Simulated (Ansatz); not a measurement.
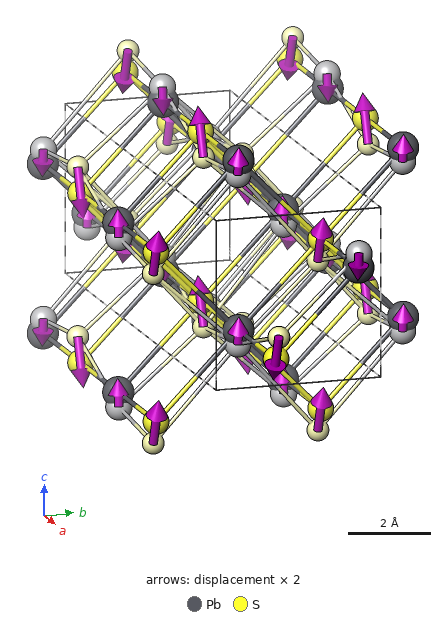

This is a relaxation of crystalline PbS (set up in Pnma). The starting structure is drawn faded, the final one solid; purple arrows show the displacements, 2 times their true length.

A ball-and-stick model of the cell of the calculation, seen slightly off an axis.

These are results of DFT, PBE, plane-wave PAW, default files, scalar-relativistic (Ansatz 0.2.0), not measurements.

Input
```yaml
crystal:
  lattice:
    - [12.02783561, 0.0, 0.0]
    - [0.0, 4.22497401, 0.0]
    - [0.0, 0.0, 4.27501809]
  atoms:
    - { symbol: Pb, position: [0.87134985, 0.25, 0.16490489] }
    - { symbol: Pb, position: [0.37134985, 0.25, 0.33509511] }
    - { symbol: Pb, position: [0.12865015, 0.75, 0.83509511] }
    - { symbol: Pb, position: [0.62865015, 0.75, 0.66490489] }
    - { symbol: S, position: [0.64359556, 0.25, 0.10791036] }
    - { symbol: S, position: [0.14359556, 0.25, 0.39208964] }
    - { symbol: S, position: [0.35640444, 0.75, 0.89208964] }
    - { symbol: S, position: [0.85640444, 0.75, 0.60791036] }
kpoints:
  mp_grid: { grid: [3, 8, 8] }
scf:
  occupations: { method: fermi_dirac, width: 0.01 }
hamiltonian:
  xc: pbe
  pseudopotentials: { kind: paw }
output:
  forces: true
  stress: true
  populations: true
  efg: { quadrupole_moments_barn: { S: -0.0694 }, contact_densities: true }
  write_density: true
  write_potential: true
  elf: true
  volumetric_format: npy
relax:
  f_tol: 0.02
  max_steps: 60
```

Command:
```bash
ansatz run input.yaml --threads 1 --pin off --max-ram 3072MiB --backend cpu --events-out ev --progress --plain --runs-dir out
```

Question: Describe the change and its energy.

Answer: The largest moves, 0.64 Å, are those of S5, S6, S7 and S8. S7 goes in a general direction near −c. By element the largest moves are S 0.64 Å, Pb 0.36 Å. The cell stays as it was. Among the contacts that change: Pb1–S6 3.416 → 3.003 Å, Pb1–S5 2.750 → 3.011 Å, Pb1–S8 3.188 → 3.006 Å, Pb1–S8 (another image) 2.843 → 3.005 Å. Among the angles between lasting bonds that change: Pb2–S6–Pb3 97.0° → 90.0°, Pb3–S6–Pb3 96.0° → 89.3°, S7–Pb2–S7 96.0° → 89.3°. The space group stays Pnma (No. 62). The energy falls by 0.209 eV per cell of the calculation in 5 accepted moves (6 points after the start). The largest force component goes from 0.11 to 0.0044 eV/Å. The line search rejected the trial step at point 5 of the run. Cost: 7.9 min on 1 thread of Arm Neoverse N1, on a shared host, peak memory 0.72 GiB.
